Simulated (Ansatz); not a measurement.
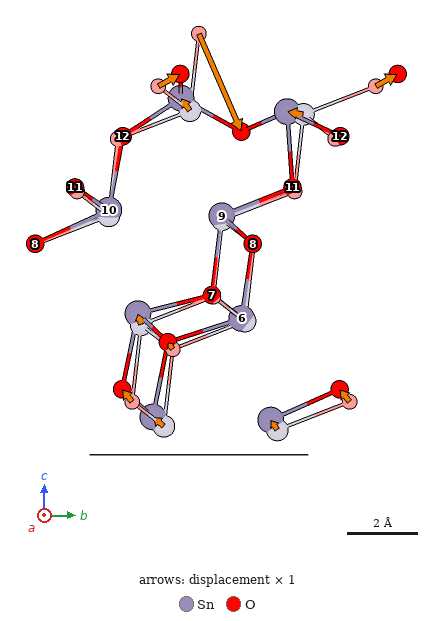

This is a relaxation of a slab of composition SnO (cut from the P4/nmm phase). The starting structure is drawn faded, the final one solid; orange arrows show the displacements, at their true length.

Style: ball-and-stick. Shown: the cell of the calculation, outlined in the plane, without the vacuum (origin shifted), along the a axis.

Case: (1 0 1) slab, atoms relaxed. The slab is the (1 0 1) face of SnO.

Computed with DFT r2SCAN, scalar-relativistic, plane waves, PAW (Ansatz 0.2.0).

Input file:
```yaml
crystal:
  lattice:
    - [3.8080256436, 0.0, 0.0]
    - [0.0, 6.2327129512, 0.0]
    - [0.0, 0.0, 26.3577059173]
  atoms:
    - { symbol: Sn, position: [0.5, 0.8543110619, 0.2845467668] }
    - { symbol: Sn, position: [0.0, 0.3323335604, 0.2885576222] }
    - { symbol: O, position: [0.5, 0.1866446223, 0.3151455971] }
    - { symbol: O, position: [0.0, 0.3732892445, 0.3723324022] }
    - { symbol: Sn, position: [0.5, 0.2276003064, 0.3989203771] }
    - { symbol: Sn, position: [0.0, 0.7056228049, 0.4029312325] }
    - { symbol: O, position: [0.5, 0.5599338668, 0.4295192074] }
    - { symbol: O, position: [0.0, 0.7465784891, 0.4867060126] }
    - { symbol: Sn, position: [0.5, 0.600889551, 0.5132939874] }
    - { symbol: Sn, position: [0.0, 0.0789120494, 0.5173048428] }
    - { symbol: O, position: [0.5, 0.9332231113, 0.5438928177] }
    - { symbol: O, position: [0.0, 0.1198677336, 0.6010796229] }
    - { symbol: Sn, position: [0.5, 0.9741787955, 0.6276675978] }
    - { symbol: Sn, position: [0.0, 0.452201294, 0.6316784531] }
    - { symbol: O, position: [0.5, 0.3065123559, 0.658266428] }
    - { symbol: O, position: [0.0, 0.4931569782, 0.7154532332] }
basis:
  ecutwfc: 500
kpoints:
  mp_grid: { grid: [9, 6, 1] }
hamiltonian:
  xc: r2scan
scf:
  occupations: { method: gaussian, width: 0.05 }
output:
  forces: true
  eigenvalues: true
  write_density: true
  write_potential: true
  elf: true
  volumetric_format: npy
relax:
  adjacent_minimum: "off"
  f_tol: 0.02
  max_steps: 60
efield:
  axis: 3
  dipole_correction: true
  ramp_width: 0.04
```

Launched with:
```bash
ansatz run input.yaml --threads 2 --pin off --max-ram 5120MiB --backend cpu --events-out ev --progress --plain --runs-dir out
```

> Which element moves most?

Oxygen: up to 3.06 Å, against 0.47 Å for tin.

> What did the optimiser do to the structure, and how much energy did it gain?

Over 21 accepted moves (22 points after the start) the energy falls by 4.425 eV per cell of the calculation. The largest force component goes from 3.8 to 0.016 eV/Å. 1 step only repeated the SCF at the same geometry. O16 moves most relative to the layer's centre: 3.06 Å at 23° to the normal (−c side). Largest moves by element: O 3.06 Å, Sn 0.47 Å. The cell doesn't change. Among the contacts that change: Sn13–O16 4.239 → 2.385 Å, Sn13–O15 2.223 → 3.346 Å, O12–Sn13 2.223 → 2.537 Å, Sn14–O16 2.223 → 1.976 Å. New bonds form, among them: Sn13–O16 (4.24 → 2.38 Å). Bonds break, among them: Sn13–O15 (2.22 → 3.35 Å). Among the angles between lasting bonds that change: O12–Sn14–O15 74.6° → 100.3°, O15–Sn14–O15 117.9° → 139.9°, Sn14–O15–Sn14 117.9° → 139.9°. The run may lie on a higher electronic state than the lowest, so the end point isn't shown to be the ground-state structure. The run took 22 min on 2 threads of AMD EPYC 9R45 96-Core Processor (Zen 5), on a shared host, peak memory 3.2 GiB.
